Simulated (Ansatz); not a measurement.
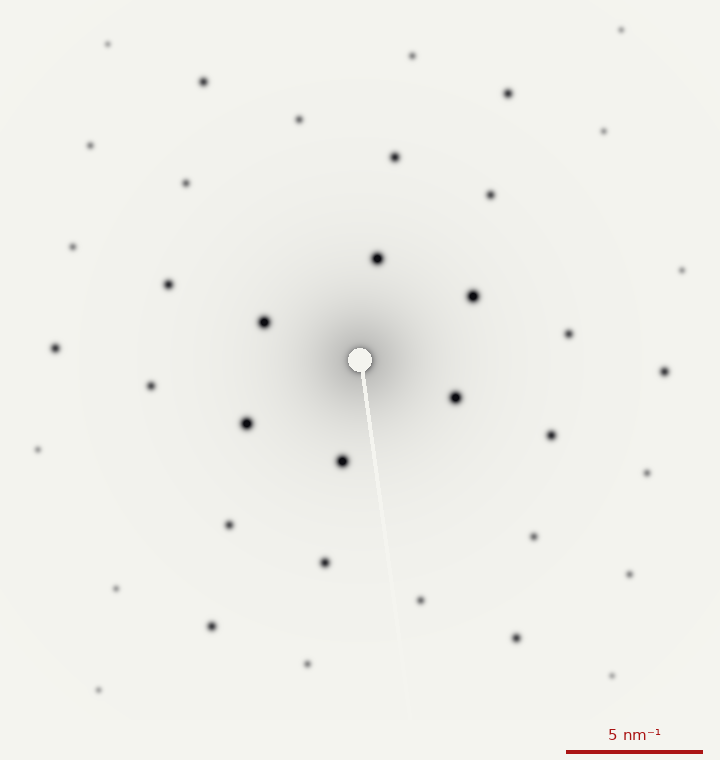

Kinematic zone-axis pattern, calculated for 300 keV electrons with B = 0.5 Å².

> What net do the spots form, and what spacings does it show?

The spots form a centred rectangular net with both shortest vectors at d = 2.63 Å, 78.3° apart.

> What is the point symmetry of the pattern, intensities included?

2mm. A zero-layer kinematic pattern is always centrosymmetric (Friedel's law).

> What was simulated?

This cannot be fixed from one zone alone; the pattern is [011] of B, space group Fmmm (No. 69), a = 3.391 Å, b = 5.376 Å, c = 6.594 Å. The net vectors are 1 -1 1 and 1 1 -1. Structure: the end point of a relaxation with DFT PBEsol, scalar-relativistic, plane waves, PAW in Ansatz; the starting structure was generated, so it need not be a known form of this composition.
